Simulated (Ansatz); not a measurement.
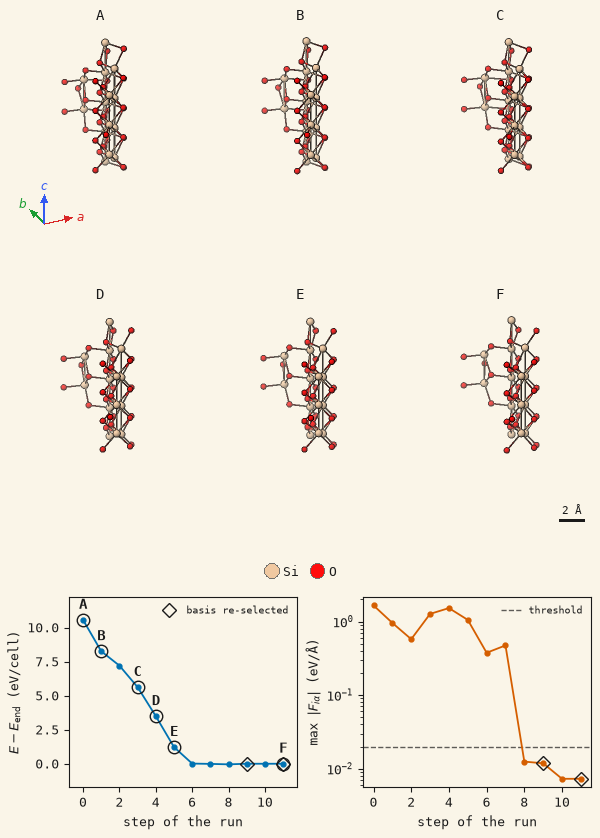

Frames of a relaxation of a wire of composition SiO$_{2}$, marked on the history of the run. A ball-and-stick model of the atoms within 5.8 Å of the atom that moves most (axes of the 3 repeat of the cell, with the vacuum cut short), seen from a free direction.

Case: (6,6) tube.

These are results of Ansatz 0.2.0, DFT PBE, scalar-relativistic, plane waves, PAW, not measurements.

Input
```yaml
crystal:
  lattice:
    - [19.1, 0.0, 0.0]
    - [0.0, 19.4, 0.0]
    - [0.0, 0.0, 2.6982476736]
  atoms:
    - { symbol: Si, position: [0.7301081031, 0.5399468299, 0.5] }
    - { symbol: Si, position: [0.6789923294, 0.6478698347, 1.0] }
    - { symbol: Si, position: [0.5799157056, 0.7161712367, 0.5] }
    - { symbol: Si, position: [0.4594257329, 0.7265497304, 0.0] }
    - { symbol: Si, position: [0.3498076024, 0.6762244068, 0.5] }
    - { symbol: Si, position: [0.2804334035, 0.5786798957, 1.0] }
    - { symbol: Si, position: [0.2698918969, 0.4600531701, 0.5] }
    - { symbol: Si, position: [0.3210076706, 0.3521301653, 0.0] }
    - { symbol: Si, position: [0.4200842944, 0.2838287633, 0.5] }
    - { symbol: Si, position: [0.5405742671, 0.2734502696, 0.0] }
    - { symbol: Si, position: [0.6501923976, 0.3237755932, 0.5] }
    - { symbol: Si, position: [0.7195665965, 0.4213201043, 1.0] }
    - { symbol: O, position: [0.7646212152, 0.5948248501, 1.0] }
    - { symbol: O, position: [0.6810115719, 0.7123852964, 0.5] }
    - { symbol: O, position: [0.5489000241, 0.773037274, 1.0] }
    - { symbol: O, position: [0.4036857543, 0.7605291346, 0.5] }
    - { symbol: O, position: [0.2842788089, 0.6782124239, 1.0] }
    - { symbol: O, position: [0.2226741824, 0.5481438382, 0.5] }
    - { symbol: O, position: [0.2353787848, 0.4051751499, 1.0] }
    - { symbol: O, position: [0.3189884281, 0.2876147036, 0.5] }
    - { symbol: O, position: [0.4510999759, 0.226962726, 0.0] }
    - { symbol: O, position: [0.5963142457, 0.2394708654, 0.5] }
    - { symbol: O, position: [0.7157211911, 0.3217875761, 1.0] }
    - { symbol: O, position: [0.7773258176, 0.4518561618, 0.5] }
    - { symbol: O, position: [0.6857117677, 0.5, 0.0] }
    - { symbol: O, position: [0.6608311086, 0.5914199681, 0.5] }
    - { symbol: O, position: [0.5928558839, 0.6583440296, 1.0] }
    - { symbol: O, position: [0.5, 0.6828399363, 0.5] }
    - { symbol: O, position: [0.4071441161, 0.6583440296, 1.0] }
    - { symbol: O, position: [0.3391688914, 0.5914199681, 0.5] }
    - { symbol: O, position: [0.3142882323, 0.5, 1.0] }
    - { symbol: O, position: [0.3391688914, 0.4085800319, 0.5] }
    - { symbol: O, position: [0.4071441161, 0.3416559704, 1.0] }
    - { symbol: O, position: [0.5, 0.3171600637, 0.5] }
    - { symbol: O, position: [0.5928558839, 0.3416559704, 0.0] }
    - { symbol: O, position: [0.6608311086, 0.4085800319, 0.5] }
basis:
  ecutwfc: 420
kpoints:
  mp_grid: { grid: [1, 1, 17] }
hamiltonian:
  xc: pbe
scf:
  occupations: { method: gaussian, width: 0.05 }
output:
  forces: true
  stress: true
  eigenvalues: true
  populations: true
  write_density: true
  write_potential: true
  elf: true
  volumetric_format: npy
relax:
  adjacent_minimum: "off"
  f_tol: 0.02
  max_steps: 45
  cell: { fix: [a, b, alpha, beta, gamma], stress_tol: 0.03 }
```

Run as
```bash
ansatz run input.yaml --threads 8 --pin off --max-ram 18432MiB --backend cpu --events-out ev --progress --plain --runs-dir out
```

Question: Describe the path.

Answer: The largest moves relative to the layer's centre, 1.05 Å, are those of 24 atoms (O13, O14, O15, O16 and others). Largest moves by element: O 1.05 Å, Si 0.99 Å. Along the periodic axis the drawn cell goes c 8.095 → 7.774 Å (−4.0 %). Near-neighbour distances that change, for instance: Si11–O22 1.932 → 2.911 Å, Si11–Si12 2.675 → 3.071 Å, Si11–O23 1.841 → 1.675 Å, Si11–Si11 2.698 → 2.591 Å. Bonds break: Si11–O22 (1.93 → 2.91 Å), Si12–O23 (1.93 → 2.91 Å), Si1–O24 (1.93 → 2.91 Å), Si2–O13 (1.93 → 2.91 Å). Among the angles between lasting bonds that change: Si1–O25–Si12 102.5° → 117.7°, Si1–O25–Si1 99.2° → 89.0°, Si1–O13–Si1 94.3° → 101.4°. The energy falls by 10.564 eV per cell of the calculation in 9 accepted moves (11 points after the start). The largest force component goes from 1.7 to 0.0073 eV/Å. At 2 points the geometry stayed and the basis and grid were re-selected for the new cell (energy shift of 45.5 meV per cell of the calculation at most each time). The run took 2.8 min on 8 threads of Intel(R) Xeon(R) 6975P-C (Granite Rapids) (shared host), peak memory 5.7 GiB. From step 0 to 1: O atoms move most (0.17 Å), energy −2.306 eV per cell of the calculation. From step 1 to 3: O atoms move most (0.33 Å), energy −2.635 eV per cell of the calculation. From step 3 to 4: O atoms move most (0.19 Å), energy −2.131 eV per cell of the calculation. From step 4 to 5: O atoms move most (0.19 Å), energy −2.270 eV per cell of the calculation. From step 5 to 11: O atoms move most (0.24 Å), energy −1.223 eV per cell of the calculation.

| step | E − E(0), meV/atom | largest force component, eV/Å | note |
| --- | --- | --- | --- |
| 0 | 0.00 | 1.6556 |  |
| 1 | -64.05 | 0.9563 |  |
| 2 | -93.34 | 0.5756 |  |
| 3 | -137.23 | 1.2694 |  |
| 4 | -196.44 | 1.5233 |  |
| 5 | -259.48 | 1.0533 |  |
| 6 | -293.12 | 0.3760 |  |
| 7 | -293.77 | 0.4734 |  |
| 8 | -294.71 | 0.0125 |  |
| 9 | -293.44 | 0.0118 | same geometry, new basis |
| 10 | -293.49 | 0.0073 |  |
| 11 | -293.45 | 0.0073 | same geometry, new basis |
